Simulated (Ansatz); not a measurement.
**MgSi₃₂ (cell charge +2, with a compensating background) (cell with a defect): density, localisation and related maps**

Input file:

```
crystal:
  lattice:
    - [-5.4700936587, 5.4700936587, -5.4700936587]
    - [5.4700936587, 5.4700936587, 5.4700936587]
    - [5.4700936587, -5.4700936587, -5.4700936587]
  atoms:
    - { symbol: Si, position: [0.25, 0.25, 0.75] }
    - { symbol: Si, position: [0.0, 0.5, 0.75] }
    - { symbol: Si, position: [0.5, 0.25, 0.5] }
    - { symbol: Si, position: [0.75, 0.75, 0.75] }
    - { symbol: Si, position: [0.25, 0.5, 0.5] }
    - { symbol: Si, position: [0.5, 0.0, 0.75] }
    - { symbol: Si, position: [0.0, 0.75, 0.5] }
    - { symbol: Si, position: [0.75, 0.25, 0.25] }
    - { symbol: Si, position: [0.5, 0.5, 0.25] }
    - { symbol: Si, position: [0.75, 0.0, 0.5] }
    - { symbol: Si, position: [0.0, 0.25, 0.0] }
    - { symbol: Si, position: [0.25, 0.75, 0.25] }
    - { symbol: Si, position: [0.0, 0.0, 0.25] }
    - { symbol: Si, position: [0.75, 0.5, 0.0] }
    - { symbol: Si, position: [0.5, 0.75, 0.0] }
    - { symbol: Si, position: [0.25, 0.0, 0.0] }
    - { symbol: Si, position: [0.25, 0.25, 0.5] }
    - { symbol: Si, position: [0.0, 0.5, 0.5] }
    - { symbol: Si, position: [0.5, 0.25, 0.25] }
    - { symbol: Si, position: [0.75, 0.75, 0.5] }
    - { symbol: Si, position: [0.25, 0.5, 0.25] }
    - { symbol: Si, position: [0.5, 0.0, 0.5] }
    - { symbol: Si, position: [0.0, 0.75, 0.25] }
    - { symbol: Si, position: [0.75, 0.25, 0.0] }
    - { symbol: Si, position: [0.5, 0.5, 0.0] }
    - { symbol: Si, position: [0.75, 0.0, 0.25] }
    - { symbol: Si, position: [0.0, 0.25, 0.75] }
    - { symbol: Si, position: [0.25, 0.75, 0.0] }
    - { symbol: Si, position: [0.0, 0.0, 0.0] }
    - { symbol: Si, position: [0.75, 0.5, 0.75] }
    - { symbol: Si, position: [0.5, 0.75, 0.75] }
    - { symbol: Si, position: [0.25, 0.0, 0.75] }
    - { symbol: Mg, position: [0.0168661916, 0.503900023, 0.0100337385] }
total_charge: 2
basis:
  ecutwfc: 420
  xc_grid: 2
kpoints:
  mp_grid: { grid: [2, 2, 2], shift: [0.5, 0.5, 0.5] }
hamiltonian:
  xc: pbe
scf:
  occupations: { method: gaussian, width: 0.02 }
output:
  forces: true
  stress: false
  eigenvalues: true
  write_density: true
  write_potential: true
  elf: true
  volumetric_format: npy
relax:
  adjacent_minimum: "off"
  f_tol: 0.02
  max_steps: 60
```

Launched as:

```sh
ansatz run input.yaml --threads 4 --pin off --max-ram 8192MiB --backend cpu --events-out ev --progress --plain --runs-dir out
```

The fields are those of the relaxed geometry.

The calculation used Ansatz 0.2.0, DFT PBE, scalar-relativistic, plane waves, PAW.

Core electrons are frozen (PAW), and the valence fields are smoothed inside the atomic spheres.

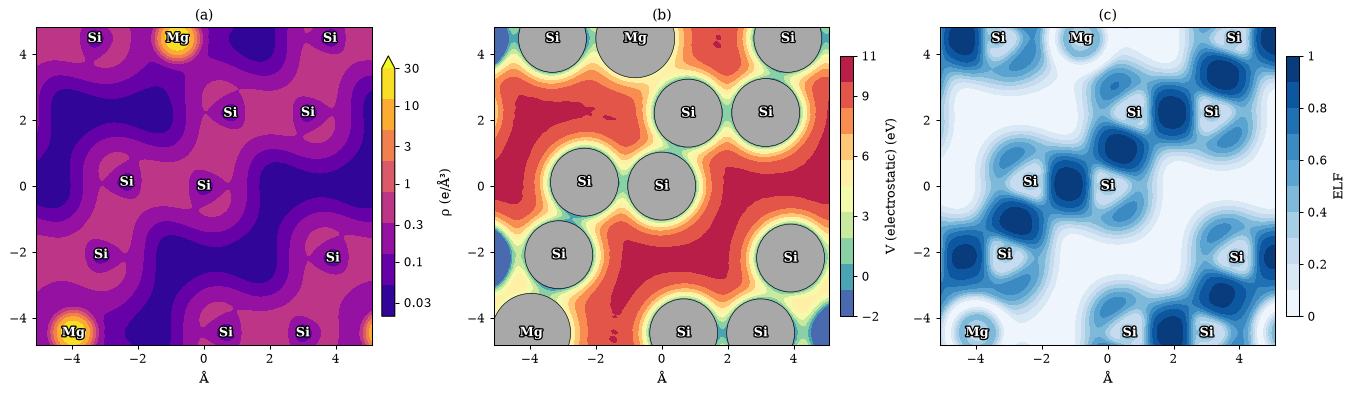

Figure 1. (a) valence pseudo-density; (b) electrostatic potential (local pseudopotential plus Hartree) felt by an electron; (c) electron localisation function on the (101̄) plane of the calculation cell. Grey discs cover the atomic cores in the potential map.

Interpret the plot.

- Atoms in the plane: Si and Mg.
- Si–Si (2.34 Å): the density is about 0.57 e/Å³ at the midpoint; the ELF peaks at about 0.95 between the atoms.
- Mg–Si (2.51 Å): ρ at the midpoint is about 0.25 e/Å³; the ELF peaks at about 0.60 in the valence shell of Si, 1.0 Å from its nucleus, and is about 0.50 at the midpoint.
- Si–Si (2.44 Å): ρ is about 0.5 e/Å³ halfway; the ELF peaks at about 0.95 between the atoms.
- Mg–Si (2.78 Å): ρ at the midpoint is about 0.22 e/Å³; the ELF peaks at about 0.70 in the valence shell of Si, 1.0 Å from its nucleus, and is about 0.55 at the midpoint.
- Between the atoms the lowest density in this plane is 0.02 e/Å³.
- Outside the cores the potential energy rises away from the atoms and is highest about 2.2 Å from the nearest atoms; its zero is arbitrary.

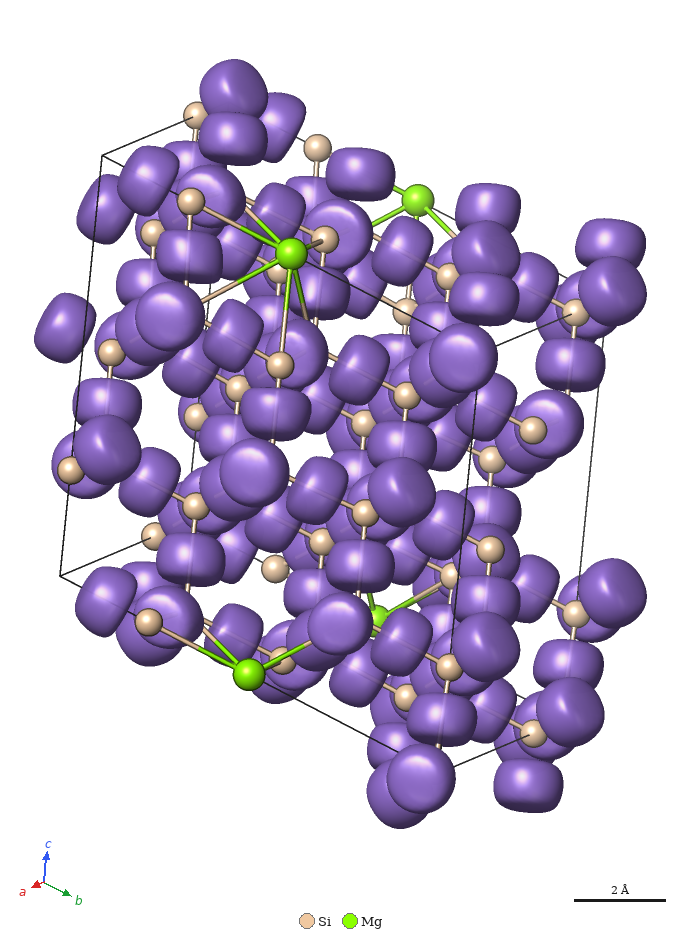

Figure 2. Isosurface of the ELF at 0.75 (purple), seen slightly off an axis. Only the valence region is drawn (cores and ρ < 0.01 e/Å³ removed). Sticks mark near contacts.

Identify the bonds, lone pairs and shells in this picture.

The surface consists of 64 regions between bonded Si–Si atoms (shared pairs), counted in one cell of 33 atoms. Regions shared between cells count once.

Does the calculation make it a metal, or give it a gap?

It is gapped, with a Kohn–Sham gap of 1.2 eV on the k-point mesh, an upper bound to the gap of this method.
